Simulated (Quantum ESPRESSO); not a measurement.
# Gd: 7 runs along one coordinate

System: Gd (Fm-3m, 1 atom in the cell).
Method: Kohn-Sham DFT of a periodic cell, PBE, SSSP 1.3 efficiency PBE, spin-polarised (Quantum ESPRESSO 7.5).

The 7 runs differ only in the geometry, by an even scaling of the cell at fixed fractional positions. The structure derives from a Materials Project entry.

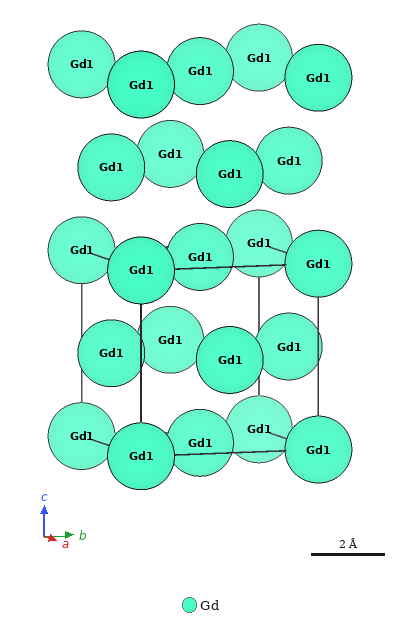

Figure 1. The structure of run 4 (spheres-only view of the cell 4 times as large as that of the calculation, set on its symmetry axes, repeated 1 × 1 × 2, seen slightly off an axis; atoms are numbered from 1 in the order of the input).

**Input of run 4**
```
&CONTROL
  calculation = 'scf'
  prefix = 'pwscf'
  outdir = './tmp'
  pseudo_dir = './pseudo'
  tprnfor = .true.
  tstress = .true.
  disk_io = 'nowf'
/
&SYSTEM
  ibrav = 0
  nat = 1
  ntyp = 1
  ecutwfc = 55
  ecutrho = 440
  nbnd = 18
  occupations = 'smearing'
  smearing = 'fd'
  degauss = 0.00367493
  nspin = 2
  starting_magnetization(1) = 0.3889
/
&ELECTRONS
  conv_thr = 2d-10
  electron_maxstep = 120
  mixing_beta = 0.3
/
ATOMIC_SPECIES
Gd   157.2500 Gd.paw.z_18.atompaw.wentzcovitch.v1.2.upf
CELL_PARAMETERS angstrom
   0.0000000000    2.5858190855    2.5858190855
   2.5858190855    0.0000000000    2.5858190855
   2.5858190855    2.5858190855    0.0000000000
ATOMIC_POSITIONS crystal
Gd     0.0000000000    0.0000000000    0.0000000000
K_POINTS automatic
9 9 9 0 0 0
```

Command:
```bash
OMP_NUM_THREADS=1 pw.x -in pw.in > pw.out
```

Lattice vectors (Å) and fractional positions of run 4:
```
   0.000000    2.585819    2.585819
   2.585819    0.000000    2.585819
   2.585819    2.585819    0.000000
Gd  0.000000  0.000000  0.000000
```

Run 5 differs from it as follows:
```diff
-   0.0000000000    2.5858190855    2.5858190855
-   2.5858190855    0.0000000000    2.5858190855
-   2.5858190855    2.5858190855    0.0000000000
+   0.0000000000    2.6029442143    2.6029442143
+   2.6029442143    0.0000000000    2.6029442143
+   2.6029442143    2.6029442143    0.0000000000
```

**Results, with one run withheld**

```tsv
run	volume per atom (Å³)	free energy per atom, from the lowest run given (meV)	pressure (GPa)
1	32.505	0.56	0.45
2	33.197	0.00	−0.34
3	33.888	2.22	−0.83
4	34.580	6.91	−1.39
5	35.272	?	?
6	35.963	22.78	−2.36
7	36.655	33.37	−2.64
```

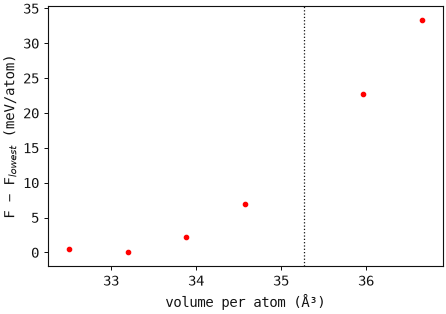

Figure 2. Free energy per atom of the runs given; the dotted line marks run 5.

Fit the runs given and predict run 5.

A cubic polynomial in V^(−2/3) (the Birch–Murnaghan form), fitted to the 6 runs given, misses them by at most 0.03 meV per atom. With x = V^(−2/3) − 0.09452 Å⁻², it reads F = 5.5804 − 4208.2 x + 7.6381e+05 x² + 3.1316e+06 x³ (meV per atom). At run 5 it gives 13.87 meV per atom, and the run itself gives 13.86. The slope of the fit gives a pressure −dF/dV of −1.84 GPa there, and the run prints −1.89 GPa. The two needn't agree exactly: the fit is approximate, and the printed stress is taken on a finite basis. The fit has its minimum at 32.984 Å³ per atom, where V d²F/dV² gives 32.2 GPa: the bulk modulus at this level, since symmetry fixes the shape and the positions.

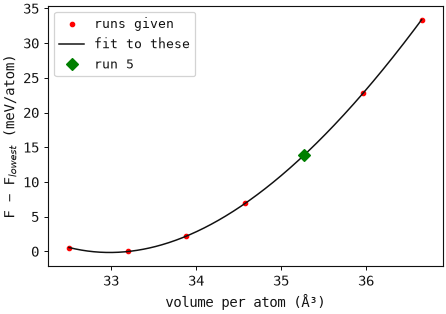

Figure 3. The fit and the withheld run.

**Some lines of the output (run 5)**
```
[...]
     total energy              =    -683.99558746 Ry
     total energy              =    -683.99561176 Ry
     total energy              =    -683.99561378 Ry
     total energy              =    -683.99561575 Ry
     total energy              =    -683.99561563 Ry
     total energy              =    -683.99561614 Ry
     total energy              =    -683.99561610 Ry
     total energy              =    -683.99561631 Ry
     total energy              =    -683.99561629 Ry
     the Fermi energy is    11.4448 ev
!    total energy              =    -683.99561631 Ry
     The total energy is F=E-TS. E is the sum of the following terms:
     Computing stress (Cartesian axis) and pressure
          total   stress  (Ry/bohr**3)                   (kbar)     P=      -18.93
```
